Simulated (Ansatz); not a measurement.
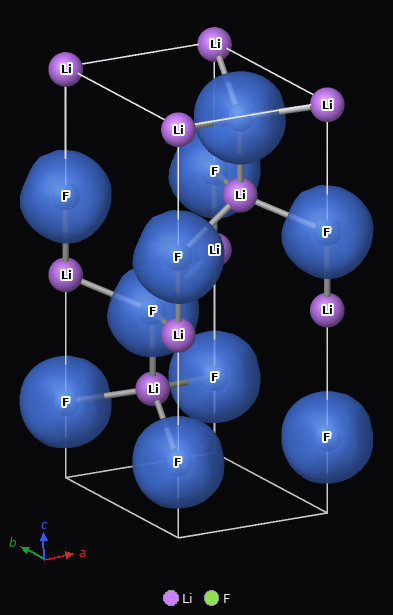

Figure 1: LiF. Isosurface of the electron localisation function at 0.65 (blue), seen at an oblique angle. Only the valence region is drawn (cores and ρ < 0.01 e/Å³ removed). Sticks mark near contacts.

Space group P6₃mc; started from the 4H polytype prototype, which need not be the ambient phase; changed on purpose from its base cell (shaken).

Level of theory: DFT, PBEsol, plane waves, PAW in Ansatz.

The calculation's input:

```
crystal:
  lattice:
    - [3.0613013604, -0.0185233361, -0.008859801]
    - [-1.5466923599, 2.6185795547, 0.0139827561]
    - [-0.0284247249, 0.0353895374, 9.9061428034]
  atoms:
    - { symbol: Li, position: [-0.0107270168, -0.0336212642, 0.001044845] }
    - { symbol: Li, position: [0.358860141, 0.6630114185, 0.2433198694] }
    - { symbol: Li, position: [-0.0988682452, -0.0595662318, 0.5067381618] }
    - { symbol: Li, position: [0.6671837962, 0.3582910496, 0.7561682572] }
    - { symbol: F, position: [0.0347880497, 0.0313024538, 0.1835945009] }
    - { symbol: F, position: [0.4433677796, 0.6954978675, 0.4212834892] }
    - { symbol: F, position: [-0.0494906177, 0.0129481043, 0.6712796837] }
    - { symbol: F, position: [0.6407527488, 0.2835769229, 0.9287062783] }
kpoints:
  mp_grid: { grid: [6, 6, 2] }
hamiltonian:
  xc: pbesol
scf:
  occupations: { method: fermi_dirac, width: 0.05 }
relax:
  f_tol: 0.01
  cell: {}
  max_steps: 120
output:
  write_density: true
  write_potential: true
  elf: true
  volumetric_format: npy
```

Run with:

```sh
ansatz run input.yaml --threads 4 --pin off --max-ram 4608MiB --backend cpu --events-out ev --progress --plain --runs-dir out
```

Below, planes, directions and counts refer to the conventional cell (a = 3.07 Å, b = 3.07 Å, c = 9.84 Å, α = 89.98°, β = 90.01°, γ = 120.06°).

The fields are those of the run's last geometry, not of the input's.

**Where are the electrons localised?**

The ELF exceeds this value in four regions wrapped around F (the valence shell of each), counted in one cell of 8 atoms. Any copies at cell faces, edges or corners count once. Along the contacts the grid gives the following. Li–F (1.86 Å): the ELF peaks at about 0.85 in the valence shell of F, 0.6 Å from its nucleus, and falls to about 0 next to Li; an ionic contact with no shared pair.

**Metal or insulator at this level of theory?**

It is gapped, with a Kohn–Sham gap of 7.7 eV on the k-point mesh, an upper bound to the gap of this method.
